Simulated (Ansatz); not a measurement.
## Geometry relaxation, with input and output: Ge (part 2 of 2)

Ge (slab, 6 atoms in the cell); DFT, PBE, PAW with Ansatz's default frozen-core files, scalar-relativistic, no spin polarisation (Ansatz 0.2.0); cutoff 420 eV, 8×5×1 k-mesh, Fermi–Dirac smearing of 0.02 eV. It belongs to a series of runs on one base structure; here: atoms relaxed, PAW files.

Geometry of the input (Å; fractional positions):
```
4.0736  0.0000  0.0000
0.0000  5.7610  0.0000
0.0000  0.0000  20.0736
Ge 0.7500  0.1250  0.3985
Ge 0.2500  0.8750  0.3985
Ge 0.2500  0.6250  0.5000
Ge 0.7500  0.3750  0.5000
Ge 0.7500  0.1250  0.6015
Ge 0.2500  0.8750  0.6015
```

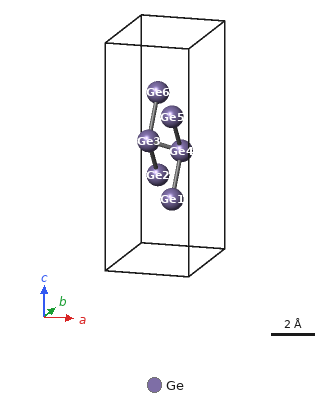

*The geometry at step 3 of the log (ball-and-stick view of the cell of the calculation, with the vacuum cut short, seen slightly off an axis; atoms are numbered from 1 in the order of the input).*

Output, continued
```
--- Forces (eV/Å), atoms counted from 1 ---
  atom   1  Ge     0.00000000     0.00085249     0.00105025
  atom   2  Ge     0.00000000    -0.00085249     0.00105025
  atom   3  Ge     0.00000000     0.00249604    -0.00000004
  atom   4  Ge     0.00000000    -0.00249604    -0.00000004
  atom   5  Ge     0.00000000     0.00085248    -0.00105028
  atom   6  Ge     0.00000000    -0.00085248    -0.00105028
  max |Σ_I F_I| component: 1.44e-7 eV/Å
--- Stress (GPa, compression-positive) ---
        0.249804       0.000000       0.000000
        0.000000       0.452041       0.000000
        0.000000       0.000000      -0.002718
  P = ⅓ Tr σ = 0.2330 GPa (2.330 kbar)
--- Band table (eV; the first three rows and the last of 15) ---
  k-point 0: bands = ["-25.4042", "-25.4030", "-25.3852", "-25.3595", "-25.3474", "-25.3133", "-25.3019", "-25.2994", "-25.2962", "-25.2889", "-25.2608", "-25.2328", "-25.2229", "-25.2192", "-25.2133", "-25.2103", "-25.2047", "-25.1598", "-25.1525", "-25.1524", "-25.1463", "-25.1356", "-25.1049", "-25.1011", "-25.0931", "-25.0886", "-25.0855", "-25.0693", "-25.0206", "-25.0197", "-12.4909", "-11.0032", "-9.7098", "-8.5348", "-6.2026", "-3.8447", "-3.6599", "-3.1288", "-2.8614", "-2.0179", "-1.4403", "-1.0228", "-0.3675", "0.5052", "0.8288", "1.2741", "1.4731", "2.4206", "2.6984", "3.4008", "3.4444"]
  k-point 1: bands = ["-25.4021", "-25.4005", "-25.3840", "-25.3646", "-25.3433", "-25.3240", "-25.3061", "-25.2999", "-25.2934", "-25.2786", "-25.2605", "-25.2439", "-25.2255", "-25.2229", "-25.2177", "-25.1974", "-25.1972", "-25.1676", "-25.1553", "-25.1460", "-25.1364", "-25.1362", "-25.1059", "-25.1040", "-25.0926", "-25.0914", "-25.0808", "-25.0721", "-25.0222", "-25.0203", "-12.3463", "-10.9689", "-10.3675", "-7.8014", "-6.5187", "-4.1640", "-3.3617", "-2.9892", "-2.6479", "-1.9985", "-1.3407", "-1.2828", "-0.1692", "0.3902", "0.6380", "0.9821", "1.3342", "2.5284", "3.0768", "3.5863", "3.5910"]
  k-point 2: bands = ["-25.4006", "-25.3905", "-25.3820", "-25.3769", "-25.3340", "-25.3336", "-25.3089", "-25.3048", "-25.3007", "-25.2601", "-25.2548", "-25.2527", "-25.2338", "-25.2318", "-25.2230", "-25.1840", "-25.1837", "-25.1713", "-25.1561", "-25.1518", "-25.1388", "-25.1174", "-25.1076", "-25.1007", "-25.1006", "-25.0914", "-25.0777", "-25.0769", "-25.0248", "-25.0214", "-11.9200", "-11.2373", "-10.9100", "-6.9099", "-6.7782", "-5.0986", "-2.5992", "-2.5873", "-2.0329", "-1.9841", "-1.9664", "-0.9731", "-0.8642", "-0.2714", "0.9202", "1.0276", "1.5138", "2.5347", "3.6977", "3.8521", "3.8775"]
  k-point 14: bands = ["-25.4045", "-25.4045", "-25.3978", "-25.3978", "-25.3038", "-25.3038", "-25.2962", "-25.2962", "-25.2792", "-25.2792", "-25.2669", "-25.2669", "-25.2268", "-25.2268", "-25.1951", "-25.1951", "-25.1792", "-25.1792", "-25.1681", "-25.1681", "-25.1600", "-25.1600", "-25.1105", "-25.1105", "-25.0949", "-25.0949", "-25.0318", "-25.0318", "-25.0227", "-25.0227", "-10.4843", "-10.4843", "-8.9308", "-8.9308", "-7.9994", "-7.9994", "-3.5962", "-3.5962", "-3.3187", "-3.3187", "-1.6552", "-1.6552", "-0.2714", "-0.2714", "1.9061", "1.9061", "2.9945", "2.9945", "4.1439", "4.1439", "4.7882"]
--- Relaxed structure (4 steps of the walk, 4 accepted, 0 SCFs on fresh bases) ---
  F+E_penalty+E_count = -25766.86880789 eV   max|allowed force component| = 2.496e-3 eV/Å
  atoms:
    - { symbol: Ge, position: [0.7499999999999999, 0.11909999190416475, 0.4011007003193013] }
    - { symbol: Ge, position: [0.25, 0.8809000080958352, 0.4011007003193013] }
    - { symbol: Ge, position: [0.25, 0.6227909738098194, 0.5000000004010742] }
    - { symbol: Ge, position: [0.7499999999999999, 0.3772090261901807, 0.5000000004010742] }
    - { symbol: Ge, position: [0.7499999999999999, 0.11909999035346538, 0.5988992992796246] }
    - { symbol: Ge, position: [0.25, 0.8809000096465347, 0.5988992992796246] }
```

File rho_z.tsv
```
# z_ang	rho[e/angstrom^3]
# format = ansatz-planar-average/11
# lattice	4.073607024	0.000000000	0.000000000
# lattice	0.000000000	5.760950302	0.000000000
# lattice	0.000000000	0.000000000	20.073600000
# sites	6
# site	32	3.055205268	0.686129134	8.051535018
# site	32	1.018401756	5.074821167	8.051535018
# site	32	1.018401756	3.587867848	10.036800008
# site	32	3.055205268	2.173082453	10.036800008
# site	32	3.055205268	0.686129125	12.022064974
# site	32	1.018401756	5.074821176	12.022064974
0.000000	-1.063016e-6
0.148693	1.069711e-6
0.297387	-1.063421e-6
0.446080	1.078397e-6
0.594773	-1.068585e-6
0.743467	1.098057e-6
0.892160	-1.070877e-6
1.040853	1.131971e-6
1.189547	-1.070860e-6
1.338240	1.190934e-6
1.486933	-1.049602e-6
1.635627	1.291228e-6
1.784320	-9.912743e-7
1.933013	1.474353e-6
2.081707	-8.324921e-7
2.230400	1.812184e-6
2.379093	-4.826323e-7
2.527787	2.470050e-6
2.676480	3.032662e-7
2.825173	3.762611e-6
2.973867	1.950455e-6
3.122560	6.370764e-6
3.271253	5.459804e-6
3.419947	1.165296e-5
3.568640	1.271967e-5
3.717333	2.247683e-5
3.866027	2.792349e-5
4.014720	4.469198e-5
4.163413	5.932211e-5
4.312107	9.053803e-5
4.460800	1.247831e-4
4.609493	1.853848e-4
4.758187	2.605501e-4
4.906880	3.826895e-4
5.055573	5.451019e-4
5.204267	7.960405e-4
5.352960	1.143774e-3
5.501653	1.671433e-3
5.650347	2.422461e-3
5.799040	3.548713e-3
5.947733	5.178894e-3
6.096427	7.616871e-3
6.245120	1.116765e-2
6.393813	1.641772e-2
6.542507	2.400883e-2
6.691200	3.501344e-2
6.839893	5.050803e-2
6.988587	7.226309e-2
7.137280	1.020092e-1
7.285973	1.453259e-1
7.434667	2.173071e-1
7.583360	3.657263e-1
7.732053	6.979927e-1
7.880747	1.234469e0
8.029440	1.604248e0
8.178133	1.392618e0
8.326827	8.531270e-1
8.475520	4.556738e-1
8.624213	2.764336e-1
8.772907	2.061828e-1
8.921600	1.788968e-1
9.070293	1.743915e-1
9.218987	1.873447e-1
9.367680	2.274671e-1
9.516373	3.254135e-1
9.665067	5.705731e-1
9.813760	1.048661e0
9.962453	1.538656e0
10.111147	1.538657e0
10.259840	1.048661e0
10.408533	5.705732e-1
10.557227	3.254135e-1
10.705920	2.274671e-1
10.854613	1.873447e-1
11.003307	1.743915e-1
11.152000	1.788968e-1
11.300693	2.061828e-1
11.449387	2.764336e-1
11.598080	4.556738e-1
11.746773	8.531271e-1
11.895467	1.392618e0
12.044160	1.604248e0
12.192853	1.234469e0
12.341547	6.979926e-1
12.490240	3.657263e-1
12.638933	2.173070e-1
12.787627	1.453259e-1
12.936320	1.020092e-1
13.085013	7.226310e-2
13.233707	5.050803e-2
13.382400	3.501344e-2
13.531093	2.400883e-2
13.679787	1.641771e-2
13.828480	1.116765e-2
13.977173	7.616869e-3
14.125867	5.178893e-3
14.274560	3.548713e-3
14.423253	2.422461e-3
14.571947	1.671433e-3
14.720640	1.143774e-3
14.869333	7.960403e-4
15.018027	5.451017e-4
15.166720	3.826895e-4
15.315413	2.605501e-4
15.464107	1.853849e-4
15.612800	1.247831e-4
15.761493	9.053800e-5
15.910187	5.932213e-5
16.058880	4.469197e-5
16.207573	2.792347e-5
16.356267	2.247680e-5
16.504960	1.271966e-5
16.653653	1.165295e-5
16.802347	5.459815e-6
16.951040	6.370765e-6
17.099733	1.950445e-6
17.248427	3.762615e-6
17.397120	3.032668e-7
17.545813	2.470049e-6
17.694507	-4.826326e-7
17.843200	1.812187e-6
17.991893	-8.324926e-7
18.140587	1.474352e-6
18.289280	-9.912728e-7
18.437973	1.291228e-6
18.586667	-1.049601e-6
18.735360	1.190933e-6
18.884053	-1.070860e-6
19.032747	1.131972e-6
19.181440	-1.070876e-6
19.330133	1.098056e-6
19.478827	-1.068584e-6
19.627520	1.078398e-6
19.776213	-1.063420e-6
19.924907	1.069710e-6
```

Trajectory as extended XYZ (Å, eV, eV/Å), 4 frames, from step=1 to step=4
```
6
Lattice="4.0736 0.0000 0.0000 0.0000 5.7610 0.0000 0.0000 0.0000 20.0736" Properties=species:S:1:pos:R:3:forces:R:3 step=1 energy=-25766.83448
Ge    3.0552    0.7201    8.0000    0.0000  -0.3479   0.0896
Ge    1.0184    5.0408    8.0000    0.0000   0.3479   0.0896
Ge    1.0184    3.6006   10.0368    0.0000  -0.0435   0.0000
Ge    3.0552    2.1604   10.0368    0.0000   0.0435   0.0000
Ge    3.0552    0.7201   12.0736    0.0000  -0.3479  -0.0896
Ge    1.0184    5.0408   12.0736    0.0000   0.3479  -0.0896
6
Lattice="4.0736 0.0000 0.0000 0.0000 5.7610 0.0000 0.0000 0.0000 20.0736" Properties=species:S:1:pos:R:3:forces:R:3 step=2 energy=-25766.86812
Ge    3.0552    0.6828    8.0475    0.0000   0.0475   0.0113
Ge    1.0184    5.0782    8.0475    0.0000  -0.0475   0.0113
Ge    1.0184    3.5931   10.0368    0.0000  -0.0522   0.0000
Ge    3.0552    2.1679   10.0368    0.0000   0.0522   0.0000
Ge    3.0552    0.6828   12.0261    0.0000   0.0475  -0.0113
Ge    1.0184    5.0782   12.0261    0.0000  -0.0475  -0.0113
6
Lattice="4.0736 0.0000 0.0000 0.0000 5.7610 0.0000 0.0000 0.0000 20.0736" Properties=species:S:1:pos:R:3:forces:R:3 step=3 energy=-25766.86880
Ge    3.0552    0.6860    8.0517    0.0000   0.0035   0.0022
Ge    1.0184    5.0750    8.0517    0.0000  -0.0035   0.0022
Ge    1.0184    3.5872   10.0368    0.0000   0.0125   0.0000
Ge    3.0552    2.1738   10.0368    0.0000  -0.0125   0.0000
Ge    3.0552    0.6860   12.0219    0.0000   0.0035  -0.0022
Ge    1.0184    5.0750   12.0219    0.0000  -0.0035  -0.0022
6
Lattice="4.0736 0.0000 0.0000 0.0000 5.7610 0.0000 0.0000 0.0000 20.0736" Properties=species:S:1:pos:R:3:forces:R:3 step=4 energy=-25766.86881
Ge    3.0552    0.6861    8.0515    0.0000   0.0009   0.0010
Ge    1.0184    5.0748    8.0515    0.0000  -0.0009   0.0010
Ge    1.0184    3.5879   10.0368    0.0000   0.0025   0.0000
Ge    3.0552    2.1731   10.0368    0.0000  -0.0025   0.0000
Ge    3.0552    0.6861   12.0221    0.0000   0.0009  -0.0010
Ge    1.0184    5.0748   12.0221    0.0000  -0.0009  -0.0010
```

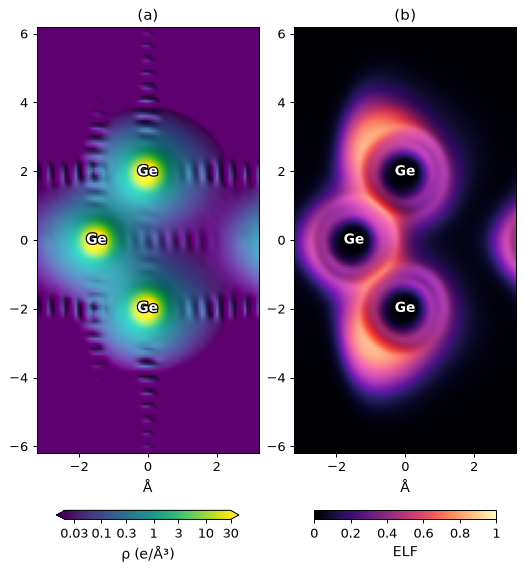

*(a) valence charge density (pseudo); (b) ELF on the (100) plane of the calculation cell, a cut from vacuum to vacuum.*

Atoms in the plane: Ge. Ge–Ge (2.48 Å): ρ is about 0.45 e/Å³ halfway; the ELF peaks at about 0.70 between the atoms. The density dies away to nearly zero in the vacuum. In a PAW calculation such maps are meaningful between the atoms, not at the nuclei.

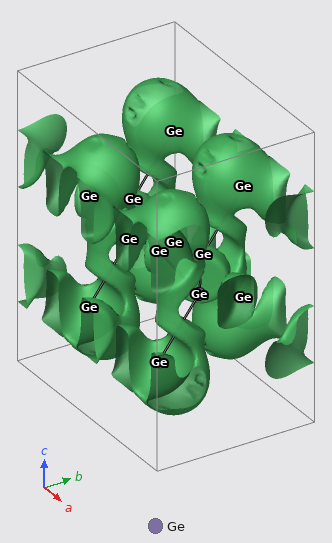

*Isosurface of the ELF at 0.5 (green), seen at an oblique angle. Core shells and regions of very low density are left out. Sticks mark near contacts.*

Counts are for one cell; the picture repeats the cell along the surface.

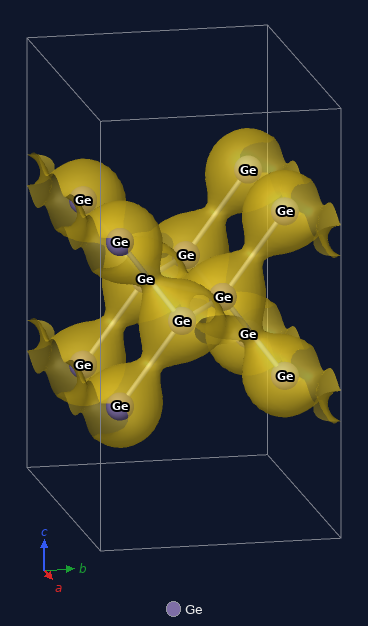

*Isosurface of the valence electron density at 0.4 e/Å³ (yellow), seen slightly off an axis. Sticks mark near contacts.*

At this value the density is joined into sheets; it holds about 80 % of the electrons treated as valence (semicore included). On the grid the lowest density along these lines, outside the cores, is 0.49 e/Å³ (Ge–Ge, 2.46 Å).

Summary

| quantity | value |
| --- | --- |
| outcome | converged |
| electrons treated | 84 |
| free energy | −25766.8688 eV |
| Fermi energy | −0.828 eV |
| final volume | 471.08 Å³ |
| largest force (length of the vector) at the end | 0.002 eV/Å |
| wall time | 57 s (CPU time 1.9 min) |
| peak memory | 0.74 GiB |

Remarks

The program warns: the SCF threshold is looser than advised for the printed stress.
